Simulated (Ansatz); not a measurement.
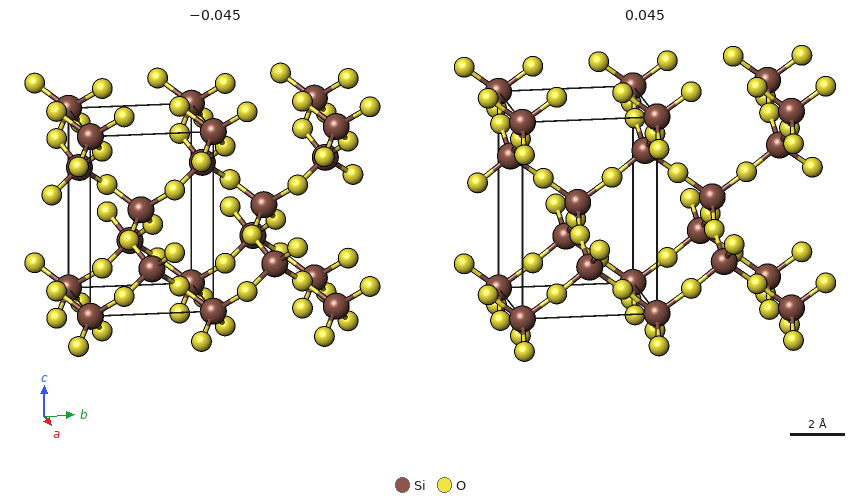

A crystal of SiO2 (set up in I-42d), under equal strain along all axes (cell held, atoms relaxed), with energies (extrapolated to zero smearing) counted from the relaxed crystal, which is the row at zero. The picture shows the first and the last member. Style: ball-and-stick. Shown: the cell of the calculation, repeated 1 × 2 × 1 with one cell outlined, slightly off an axis.

Computed with Ansatz 0.2.0: DFT LDA, scalar-relativistic, plane waves, PAW. (plane-wave cutoff 420 eV; k-point mesh 6 × 6 × 4; occupations gaussian; smearing width 0.02 eV; no spin polarisation; atoms relaxed in a fixed cell; force threshold 0.008 eV/Å)

```
strain  energy (meV/atom)  a (Å)  c (Å)  band gap (eV)
−0.045              21.04  4.707  6.961           6.30
 −0.03               9.02  4.781  7.070           6.11
−0.015               2.19  4.855  7.179           5.93
   0.0               0.00  4.929  7.289           5.76
 0.015               2.32  5.003  7.398           5.59
  0.03                  ?      ?      ?              ?
 0.045              19.66  5.151  7.617           5.27
```

Estimate the missing row from the others, and compare with the calculation.

A parabola through three neighbouring rows (0.0, 0.015, 0.045) gives, with Lagrange weights, (−0.3333)(0.00) + (1.0000)(2.32) + (0.3333)(19.66) = 8.87 meV/atom. The calculation gives 8.93 meV/atom (a = 5.077 Å, c = 7.507 Å). The estimate is 0.06 meV/atom too low. For the gap a parabola through the rows 0.0, 0.015, 0.045 gives 5.43 eV, and the calculation 5.43 eV (semilocal gaps, lower than measured ones as a rule).

The whole series:

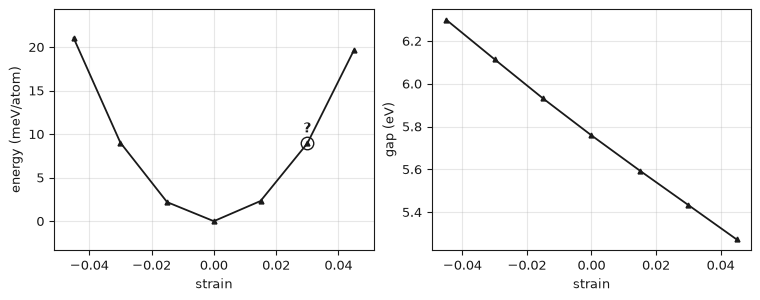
